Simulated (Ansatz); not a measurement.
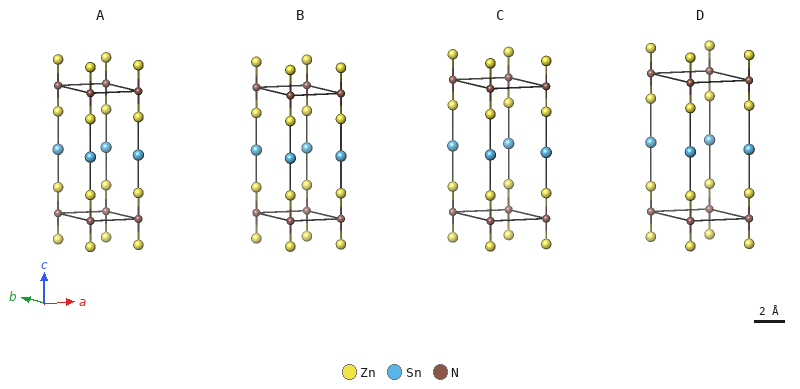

4 geometries from one relaxation of solid Zn₂SnN (a generated structure, set up in P6/mmm) (coarse preliminary run), in shuffled order. Style: ball-and-stick. Shown: the cell of the calculation, from a free direction.

Method: DFT PBE, scalar-relativistic, plane waves, PAW (Ansatz 0.2.0). (plane-wave cutoff 420 eV; k-point mesh 6 × 6 × 2; occupations gaussian; smearing width 0.1 eV; no spin polarisation; cell and atoms relaxed; force threshold 0.04 eV/Å; at most 70 steps)

### Order the frames from highest to lowest energy.

D, C, B, A. They are steps 0, 1, 3, 7, at +1.443 eV per cell of the calculation, +0.702 eV per cell of the calculation, +72.1 meV per cell of the calculation relative to the last. After 6 accepted moves (7 points after the start) the energy has fallen by 1.443 eV per cell of the calculation. The largest force component goes from 1.8 to 0.0036 eV/Å. Pressure: −4.08 GPa at the start and −0.15 GPa at the end. The SCF was repeated once at an unchanged geometry on a basis and grid sized afresh for the cell, which shifted the energy by 9.4 meV per cell of the calculation at most. The largest moves relative to the cell, 0.18 Å, are those of Zn atoms. Sn and N stay in place. Cell: a = b 4.033 → 3.298 Å (−18.2 %), c 9.519 → 8.804 Å (−7.5 %). Volume −38.2 %. Among the contacts that change: N–Zn 1.740 → 1.791 Å. The space group stays P6/mmm (No. 191).

Limits of the set-up: layers or molecules are held without a dispersion correction, so their spacing is unreliable.
